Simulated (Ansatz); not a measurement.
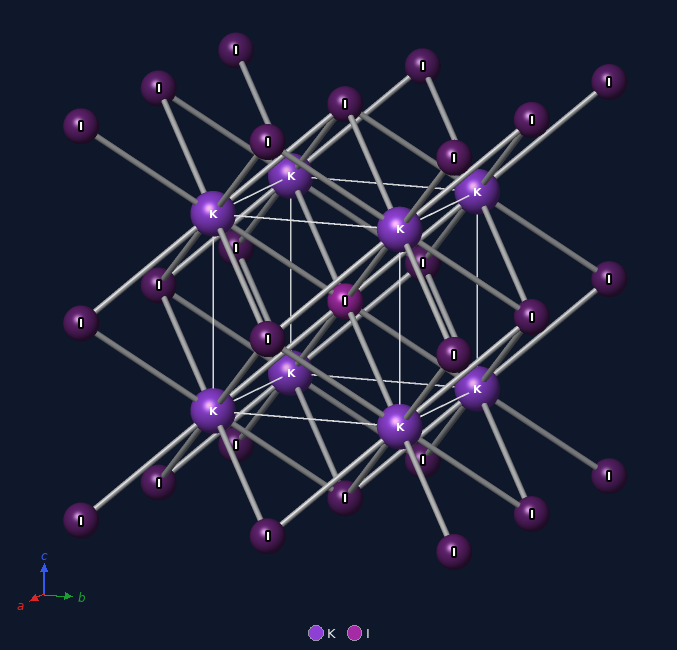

Ball-and-stick representation of a periodic structure, projected slightly off an axis. The parallelepiped is the unit cell. Atoms of adjacent cells appear where they bond to atoms in the box, in fainter colours.

KI, a = 4.291 Å, b = 4.291 Å, c = 4.275 Å, α = 90.00°, β = 90.00°, γ = 90.00°. Strictly the space group is P4/mmm (No. 123, within 0.01 Å). It is a distorted form of a primitive cubic structure, space group Pm-3m (No. 221) within 0.25 Å: caesium chloride (CsCl, B2) type. It goes back to a structure type filled with these elements by a generator (whether the compound takes this form wasn't checked). The cell was then strained or its atoms displaced on purpose. Ansatz was used for an electronic-structure calculation on it.

This one geometry was computed with Ansatz (DFT, plane waves, PAW) at three levels of theory: HSE06, PBE and r2SCAN. It was relaxed with r2SCAN and then strained.

### How does the band gap change with the level of theory?

PBE: a gap of 3.33 eV, indirect; r2SCAN: a gap of 4.04 eV, indirect; HSE06: a gap of 4.31 eV, indirect.

### Collect the results in a table.

| level | cutoff (eV) | k-mesh of the run's cell | gap (eV) | pressure (GPa) |
| --- | --- | --- | --- | --- |
| HSE06 | 420 | 4×4×4 | 4.31 | 0.4 |
| PBE | 420 | 6×6×6 | 3.33 | 0.5 |
| r2SCAN | 500 | 6×6×6 | 4.04 | 0.1 |

Gaps are taken on the k-mesh or band path of each run.
